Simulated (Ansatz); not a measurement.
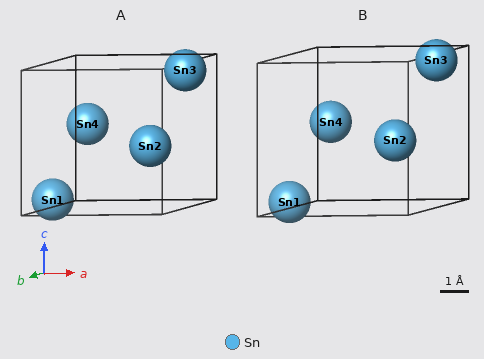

Two geometries of a crystal of Sn (built on the alpha-gallium_64 type) (coarse preliminary run), drawn at one scale. One is the start of a relaxation, the other its converged end. A spheres-only model of the cell of the calculation, seen from a free direction.

Theory: Ansatz 0.2.0, DFT PBEsol, scalar-relativistic, plane waves, PAW. Settings: plane-wave cutoff 420 eV; k-point mesh 4 × 4 × 4; occupations gaussian; smearing width 0.1 eV; no spin polarisation; cell and atoms relaxed; force threshold 0.04 eV/Å; at most 70 steps.

Question: Which one is relaxed?

Answer: Structure A is the relaxed one. Case: alpha-gallium type (Cmce, No. 64). The largest moves relative to the cell, 0.11 Å, are those of Sn1, Sn2, Sn3 and Sn4. Sn2 goes along [1 −1 −2]. Cell: a = b 5.515 → 5.138 Å (−6.8 %), c 5.612 → 5.314 Å (−5.3 %), γ 118.9° → 117.2°. Volume −16.5 %. Among the contacts that change: Sn1–Sn4 3.362 → 3.086 Å, Sn1–Sn2 3.400 → 3.151 Å, Sn1–Sn3 3.473 → 3.260 Å, Sn1–Sn3 (another image) 3.028 → 2.986 Å. Bond angles that change, for instance: Sn4–Sn1–Sn4 113.1° → 118.8°, Sn3–Sn1–Sn4 106.5° → 101.1°, Sn2–Sn1–Sn2 111.0° → 116.4°. The space group stays Cmce (No. 64). After 3 accepted moves (4 points after the start) the energy has fallen by 160 meV per atom. The largest force component goes from 0.6 to 0.021 eV/Å. The pressure goes from −5.47 to −0.05 GPa. At 1 point the geometry stayed and the basis and grid were re-selected for the new cell (energy shift of 0.6 meV per atom at most each time).
